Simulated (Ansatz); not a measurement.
SiNi

```
Si Ni
1.0
     2.81505    0.00000    0.00000
     0.00000    3.27018    0.00000
     0.00000    0.00000    4.62797
Si Ni
2 2
Direct
  0.50000 0.50000 0.84341
  0.00000 0.00000 0.15659
  0.50000 0.50000 0.34471
  0.00000 0.00000 0.65529
```

Space group Pmmn; computed pressure about 12 GPa in this cell; computed without spin polarisation.

The calculation used DFT PBEsol, scalar-relativistic, plane waves, PAW in Ansatz.

> What will maps of the valence pseudo-density and electron localisation function show?

Si–Ni (2.31 Å): the density is about 0.46 e/Å³ at the midpoint; the ELF peaks at about 0.65 in the valence shell of Si, 0.9 Å from its nucleus, and is about 0.45 at the midpoint.

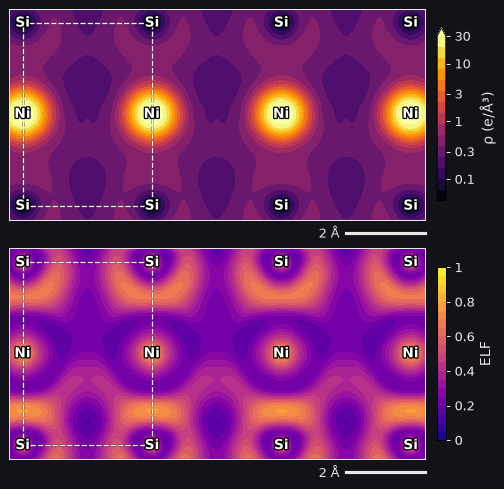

Computed valence pseudo-density and electron localisation function on the (100) plane of the conventional cell, in this order. 

Core electrons are frozen (PAW), and the valence fields are smoothed inside the atomic spheres.
